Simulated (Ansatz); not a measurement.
```
CELL_PARAMETERS angstrom
5.14898 0.00000 0.00000
0.00000 5.14898 0.00000
0.00000 0.00000 2.79483
ATOMIC_POSITIONS crystal
Ge 0.00000 0.00000 0.50000
Ge 0.50000 0.50000 0.00000
Ge 0.50000 0.00000 0.25000
Ge 0.00000 0.50000 0.75000
```

Space group I4₁/amd; a structure from a database of computed crystals, not necessarily the ambient phase.

These are results of Kohn-Sham DFT of a periodic cell, HSE06, Ansatz PAW (Ansatz), not measurements.

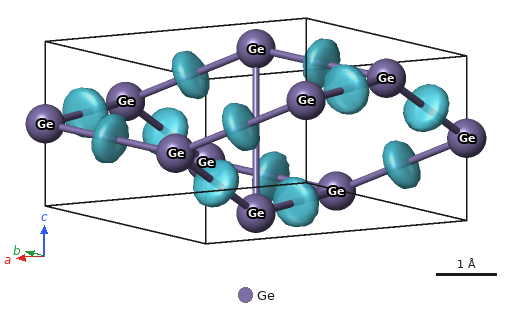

Ge. Isosurface of the ELF at 0.6 (cyan), seen at an oblique angle. Only the valence region is drawn (cores and ρ < 0.01 e/Å³ removed). Sticks mark near contacts.

In a PAW calculation such maps are meaningful between the atoms, not at the nuclei.

### Describe the localisation domains.

The ELF exceeds this value in eight regions between bonded Ge–Ge atoms, counted in one cell of 4 atoms. Regions shared between cells count once. Along the contacts the grid gives the following. Ge–Ge (2.67 Å): the ELF peaks at about 0.65 between the atoms. Ge–Ge (2.79 Å): the ELF reaches about 0.55 near the midpoint.

### Does the calculation give a band gap?

It is metallic or semimetallic at this level of theory: no gap opens.
